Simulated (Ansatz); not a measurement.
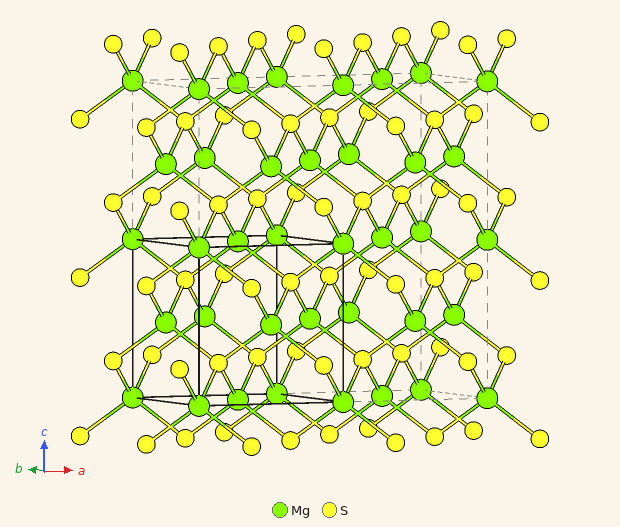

System MgS (space group F-43m, No. 216); source of the atomic positions: coordinates from a relaxation with Ansatz, DFT, LDA, plane waves, PAW.

Bonds are taken as Mg–S below 2.7 Å; no other contact counts. Atoms with one bond or none are removed and atoms with two bonds are replaced by edges, until no such atom is left.

Q: What kind of net remains, and which atoms are its nodes?

A: A uninodal 4-connected, three-periodic net: Mg and S are 4-connected nodes.

Q: Which named net is it?

A: It is the dia net, known from diamond, zinc blende and cristobalite.

Q: Is the net interpenetrated?

A: It is a single net, without interpenetration.

Q: How many nodes does the smallest cycle have?

A: Six.

The simplified net, drawn on the atoms' positions. Nodes are coloured by element. Short stubs are edges that leave the cut-out.

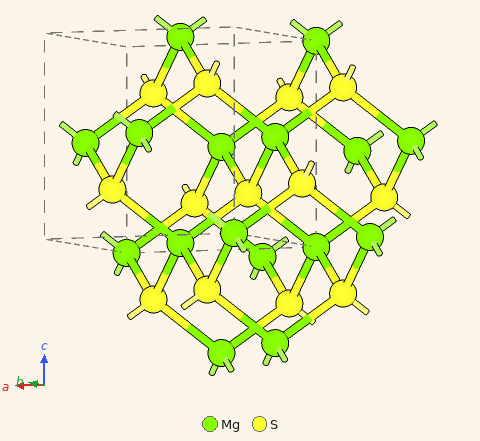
